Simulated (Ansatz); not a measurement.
System: SnO₂.

The calculation's input:

```
crystal:
  lattice:
    - [4.8277932898, 0.0, 0.0]
    - [0.0, 4.8278069739, 0.0]
    - [0.0, 0.0, 3.2379014683]
  atoms:
    - { symbol: Sn, position: [0.4960558874, 0.4949176847, 0.5] }
    - { symbol: Sn, position: [0.003950731, -0.0050874579, 0.0] }
    - { symbol: O, position: [0.3154241816, 0.3009004076, 0.0] }
    - { symbol: O, position: [0.8469116806, 0.2368286308, 0.5] }
    - { symbol: O, position: [0.1845512645, 0.8008799312, 0.5] }
    - { symbol: O, position: [0.6530637655, 0.7368491072, 0.0] }
basis:
  ecutwfc: 520.0
kpoints:
  mp_grid: { grid: [6, 6, 8] }
hamiltonian:
  xc: pbe
  pseudopotentials: { kind: paw, azcp: { folder: soft_1 } }
scf:
  occupations: { method: gaussian, width: 0.05 }
output:
  forces: true
  stress: true
  eigenvalues: true
  write_density: true
  write_potential: true
  elf: true
  volumetric_format: npy
```

Launched as:

```sh
ansatz run input.yaml --threads 2 --pin off --max-ram 4096MiB --backend cpu --events-out ev --progress --plain --runs-dir out
```

Below, planes, directions and counts refer to the conventional cell (a = 3.24 Å, b = 4.83 Å, c = 4.83 Å, α = 90.00°, β = 90.00°, γ = 90.00°).

Space group Pmn2₁; a point of a scan over the structure, not its minimum; a structure from a database of computed crystals, not necessarily the ambient phase; not relaxed (largest force 0.8 eV/Å); PAW files of the earlier set (soft_1).

All numbers below come from DFT PBE, scalar-relativistic, plane waves, PAW (Ansatz).

Predict the valence pseudo-density and electron localisation function between the atoms.

Sn–O (2.06 Å): ρ is about 0.64 e/Å³ halfway; the ELF peaks at about 0.80 in the valence shell of O, 0.6 Å from its nucleus, and is about 0.25 at the midpoint: no localised pair shows between them.
Sn–O (2.11 Å): ρ is about 0.57 e/Å³ halfway; the ELF peaks at about 0.80 in the valence shell of O, 0.6 Å from its nucleus, and is about 0.25 at the midpoint; no localised pair shows between them.

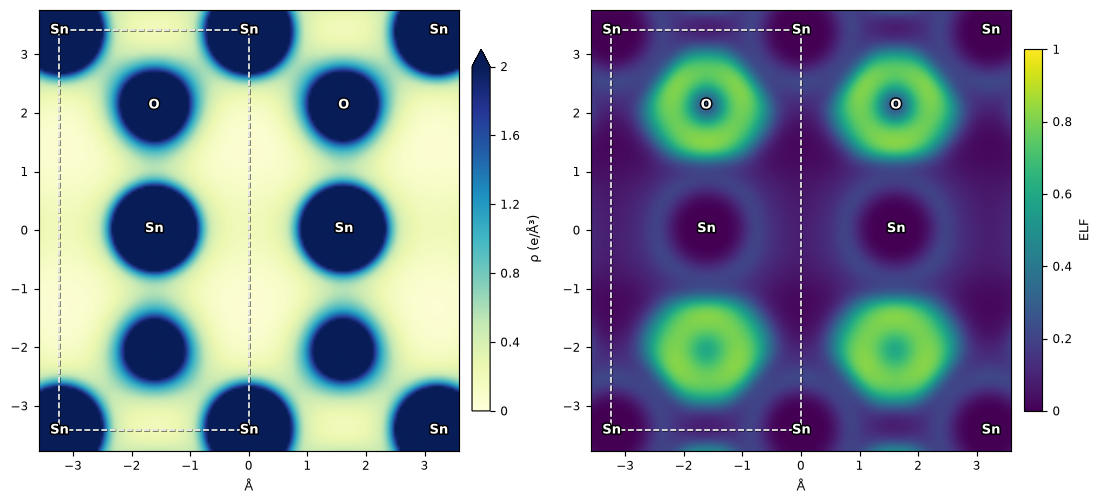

Computed valence pseudo-density and electron localisation function on the (011̄) plane of the conventional cell, in this order. Atoms just off the plane (O, 0.3 Å away) can leave unmarked features too.

The density is the valence pseudo-density of a PAW calculation; it isn't the true density close to the nuclei.
